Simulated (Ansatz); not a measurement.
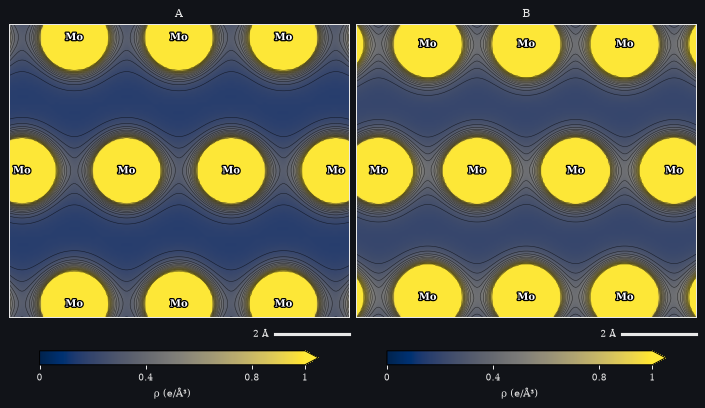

Mo. The valence electron density of two cells that differ in size and shape, on the (011) plane of each (indices in the axes of the calculation cell), at one length scale and on one colour scale; one has 15.3 and the other 18.1 Å³ an atom.

Space group P6/mmm; a structure from a database of computed crystals, not necessarily the ambient phase; computed without spin polarisation.

Computed with Ansatz, DFT r2SCAN, scalar-relativistic, plane waves, PAW.

The larger cell:

```
Mo
1.0
     2.81758    0.00000    0.00000
    -1.40879    2.44009    0.00000
     0.00000    0.00000    2.63184
Mo
1
Direct
  0.00000 0.00000 0.50000
```

The smaller cell: a = 2.653 Å, b = 2.653 Å, c = 2.517 Å, α = 90.00°, β = 90.00°, γ = 120.00°.

**Which panel shows the smaller cell, and what does the compression change?**

Panel B is the smaller cell, by 15 % in volume. From the larger cell to the smaller, Mo–Mo goes from 2.82 to 2.65 Å, and the density at its midpoint from 0.34 to 0.43 e/Å³; the pressure goes from −16 to 20 GPa.
